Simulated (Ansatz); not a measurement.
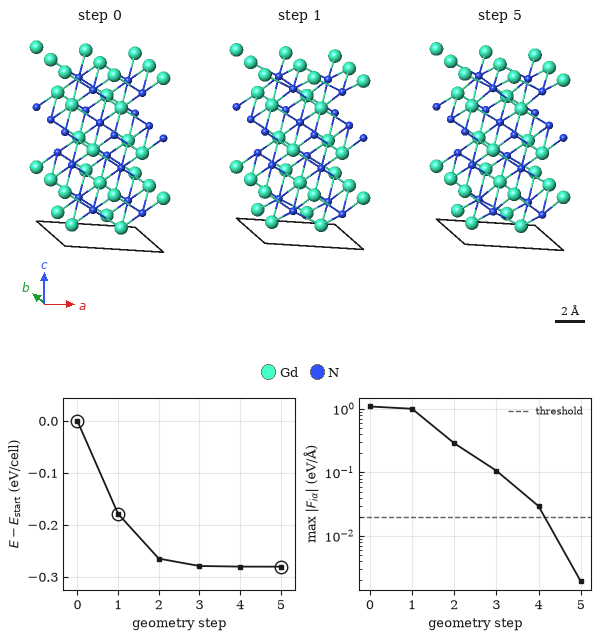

Frames of a relaxation of a slab of composition Gd₅N₄ (cut from the Fm-3m phase), marked on the history of the run. A ball-and-stick model of the 2 × 2 repeat of the cell, outlined in the plane, without the vacuum, seen slightly off an axis.

The slab is the (1 1 1) face of GdN.

Theory: Ansatz, DFT PBE, scalar-relativistic, plane waves, PAW. (plane-wave cutoff 420 eV; k-point mesh 12 × 12 × 1; occupations gaussian; smearing width 0.1 eV; collinear spin; dipole correction; atoms relaxed in a fixed cell; force threshold 0.02 eV/Å; at most 60 steps)

### What happens along the run?

Over 5 geometry steps the energy falls by 0.280 eV per cell of the calculation. Largest force component: 1.1 eV/Å at the start, 0.0019 eV/Å at the end. The largest moves relative to the layer's centre, 0.13 Å, are those of Gd atoms. By element the largest moves are Gd 0.13 Å, N 0.12 Å. The cell stays as it was. Near-neighbour distances that change, for instance: Gd–N 2.492 → 2.357 Å, Gd–N 2.492 → 2.609 Å, Gd–Gd 3.525 → 3.467 Å, Gd–N 2.492 → 2.435 Å. Bond angles that change, for instance: Gd–N–Gd 180.0° → 171.6°, N–Gd–N 90.0° → 96.8°, Gd–N–Gd 90.0° → 96.8°. The run took 4 min on 4 threads of Arm Neoverse V1, with other jobs on the host, peak memory 1.3 GiB. From step 0 to 1: Gd atoms move most (0.19 Å), energy −0.179 eV per cell of the calculation. From step 1 to 5: Gd atoms move most (0.07 Å), energy −0.102 eV per cell of the calculation.
